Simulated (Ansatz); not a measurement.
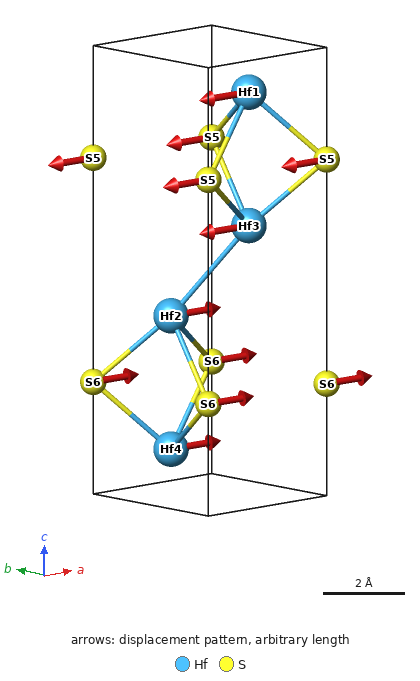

The lowest optical mode of crystalline Hf₂S, space group P6₃/mmc (No. 194), at the zone centre. Displacements are drawn as red arrows; their common scale and sign are arbitrary. A ball-and-stick model of the cell of the calculation, seen from a free direction.

All numbers below come from DFT PBEsol, scalar-relativistic, plane waves, PAW (Ansatz).

Input
```yaml
crystal:
  lattice:
    - [3.3402096469, 0.0, 0.0]
    - [-1.6701048235, 2.8927064082, 0.0]
    - [0.0, 0.0, 11.7088666453]
  atoms:
    - { symbol: Hf, position: [0.6666666667, 0.3333333333, 0.8987187409] }
    - { symbol: Hf, position: [0.3333333333, 0.6666666667, 0.3987187409] }
    - { symbol: Hf, position: [0.6666666667, 0.3333333333, 0.6012812591] }
    - { symbol: Hf, position: [0.3333333333, 0.6666666667, 0.1012812591] }
    - { symbol: S, position: [0.0, 0.0, 0.75] }
    - { symbol: S, position: [0.0, 0.0, 0.25] }
basis:
  ecutwfc: 420
kpoints:
  mp_grid: { grid: [12, 12, 4] }
hamiltonian:
  xc: pbesol
scf:
  occupations: { method: fermi_dirac, width: 0.15 }
output:
  eigenvalues: true
phonons:
  method: dfpt
  eigenvectors: true
```

Launched with:
```bash
ansatz run input.yaml --threads 2 --pin off --max-ram 6144MiB --backend cpu --events-out ev --progress --plain --runs-dir out
```

The frequencies depend somewhat on the k-mesh and the smearing.

**Is the structure stable against all modes at this point?**

Yes: this softest mode has a real frequency, and so have all others here. That speaks for this wave vector alone: the rest of the zone wasn't checked in this run. This is the E₂g mode (doubly degenerate; one member of the set is drawn) at 2.20 THz, the lowest optical level, Raman-active by symmetry. All motion is along a; atoms of one kind move against one another, with no net shift of any sublattice; the kinetic energy is shared as Hf 92 %, S 8 %.
